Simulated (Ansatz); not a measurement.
# Energy of TiC along a strain of the cell

System: TiC (I4/mmm, 2 atoms in the cell).
Method: DFT PBE, scalar-relativistic, plane waves, PAW, no spin polarisation (Ansatz 0.2.0).

The 5 runs differ only in the geometry, by a strain of the cell at fixed fractional positions. Against run 3, the strain is εxx = η and εyy = η. The structure derives from an entry of the Crystallography Open Database.

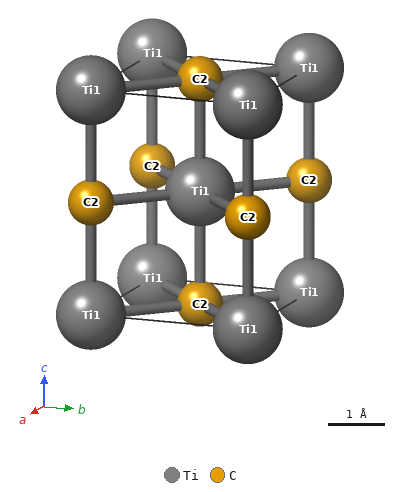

Figure 1. The structure of run 3 (ball-and-stick view of the cell 2 times as large as that of the calculation, set on its symmetry axes, seen slightly off an axis; atoms are numbered from 1 in the order of the input).

## Input of run 3
```yaml
crystal:
  lattice:
    - [0.0, 2.164, 2.09908]
    - [2.164, 0.0, 2.09908]
    - [2.164, 2.164, 0.0]
  atoms:
    - { symbol: Ti, position: [0.0, 0.0, 0.0] }
    - { symbol: C, position: [0.5, 0.5, 0.5] }
basis:
  ecutwfc: 420
kpoints:
  mp_grid: { grid: [18, 18, 18] }
hamiltonian:
  xc: pbe
scf:
  occupations: { method: gaussian, width: 0.15 }
output:
  forces: true
  stress: true
  eigenvalues: true
```

Command:
```bash
ansatz run input.yaml --threads 1 --pin off --max-ram 2560MiB --backend cpu --events-out ev --progress --plain --runs-dir out
```

Run 4 differs from it as follows:
```diff
-    - [0.0, 2.164, 2.09908]
-    - [2.164, 0.0, 2.09908]
-    - [2.164, 2.164, 0.0]
+    - [0.0, 2.19646, 2.09908]
+    - [2.19646, 0.0, 2.09908]
+    - [2.19646, 2.19646, 0.0]
```

## Results, with one run withheld

```tsv
run	strain parameter η (%)	free energy per atom, from the lowest run given (meV)	pressure (GPa)
1	−3.0000	57.97	28.71
2	−1.5000	18.37	18.40
3	0.0000	0.00	9.57
4	1.5000	?	?
5	3.0000	15.79	−4.34
```

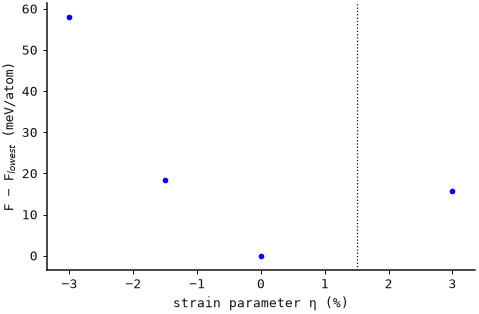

Figure 2. Free energy per atom of the runs given; the dotted line marks run 4.

Fit the runs given and predict run 4.

A quadratic polynomial in the coordinate, fitted to the 4 runs given, misses them by at most 0.81 meV per atom. With x = η + 0.3750, it reads F = 2.5863 − 10.078 x + 4.1541 x² (meV per atom). At run 4 it gives −1.71 meV per atom, and the run itself gives −0.01. The fit has its minimum at η = 0.8380 %. So low a polynomial doesn't follow these energies more closely.

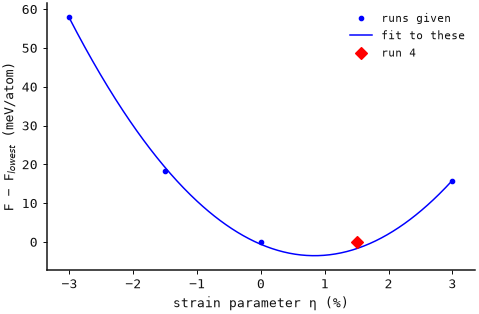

Figure 3. The fit and the withheld run.

## Output, shortened to warnings, some set-up lines, iterations and results (run 4)
```
Basis set: ecut = 420 eV, 395 PW (Γ), exchange–correlation on 48×48×48 points (8 copies of the dense FFT grid, shifted against one another)
Symmetry: 16 space group operations
k-points: 480 of 5832
Initial density: superposition of atomic densities (neutral atoms: chi_scale 0, normalization atom), corrected by the library's trained network
[...]
SCF iter   1: F=—  HF=-2752.237784 eV  |F-HF|=—  |Δ(HF+E_count)|=         —  Δρ=3.70e-3  dr2=2.02e-3  ethr=1.77e-3  ⟨swp⟩=4.3  Hψ=28489  notcnv=0
SCF iter   2: F=—  HF=-2752.237312 eV  |F-HF|=—  |Δ(HF+E_count)|=   4.71e-4  Δρ=2.34e-3  dr2=9.36e-4  ethr=1.26e-5  ⟨swp⟩=1.0  Hψ=9600  notcnv=0
SCF iter   3: F=—  HF=-2752.237201 eV  |F-HF|=—  |Δ(HF+E_count)|=   1.11e-4  Δρ=1.80e-4  dr2=2.20e-6  ethr=5.85e-6  ⟨swp⟩=2.1  Hψ=6625  notcnv=0
SCF iter   4: F=—  HF=-2752.237202 eV  |F-HF|=—  |Δ(HF+E_count)|=   1.45e-6  Δρ=2.77e-5  dr2=7.37e-8  ethr=1.38e-8  ⟨swp⟩=2.3  Hψ=9171  notcnv=0
SCF iter   5: F=-2752.237202 eV  HF=-2752.237202 eV  |F-HF|=1.57e-9  |Δ(HF+E_count)|=   8.80e-9  Δρ=5.23e-6  dr2=4.59e-9  ethr=4.60e-10  ⟨swp⟩=2.0  Hψ=9414  notcnv=0
SCF iter   6: F=-2752.237202 eV  HF=-2752.237202 eV  |F-HF|=7.50e-11  |Δ(HF+E_count)|=  2.80e-10  Δρ=8.34e-7  dr2=1.18e-10  ethr=2.87e-11  ⟨swp⟩=1.2  Hψ=17554  notcnv=0
SCF 1 converged in 6 iterations: F = -2752.237202 eV  dr2 = 1.18e-10
SCF converged after 6 iterations
Free energy (F): -2752.237202 eV
Harris-Foulkes:  -2752.237202 eV  (|F-HF|=7.50e-11)
Internal energy: -2752.233874 eV  (E = F + TS)
E sigma→0 (E₀):  -2752.235538 eV
Entropy (-TS):   -0.003328 eV (-1.664 meV/atom)
Fermi energy:    14.758196 eV
--- Per-component energies (eV) ---
  E_band       = -110.013559
  E_kinetic    = 362.715910
  E_local      = -775.014875  (includes V_loc(G=0)·N_el)
  E_nonlocal   = 32.027647
  E_hartree    = 314.898108
  E_xc         = -147.514732
  E_vxc        = -184.226803  (∫ρ·V_xc dr)
  E_paw        = -1145.299306  (= ΣΔE_a)
  E_vpaw       = -175.311816  (= ΣTr[D̂ρ^β])
  E_aug_tail   = 0.000135  (compensation charges beyond the density's cutoff)
  E_ewald      = -1394.046762
  E_smearing   = -0.003328  (= −TS)
  E_closure    = -0.000000  (closes the sum)
  Σ components = -2752.237202   (vs F -2752.237202, Δ=0.00e0)
--- Forces (eV/Å), atoms counted from 1 ---
  atom   1  Ti     0.00000000     0.00000000    -0.00000000
  atom   2  C     -0.00000000     0.00000000    -0.00000000
  max |Σ_I F_I| component: 2.47e-31 eV/Å
--- Stress (GPa, compression-positive) ---
       -4.441825       0.000000       0.000000
        0.000000      -4.441825       0.000000
        0.000000       0.000000      15.018558
  P = ⅓ Tr σ = 2.0450 GPa (20.450 kbar)
```
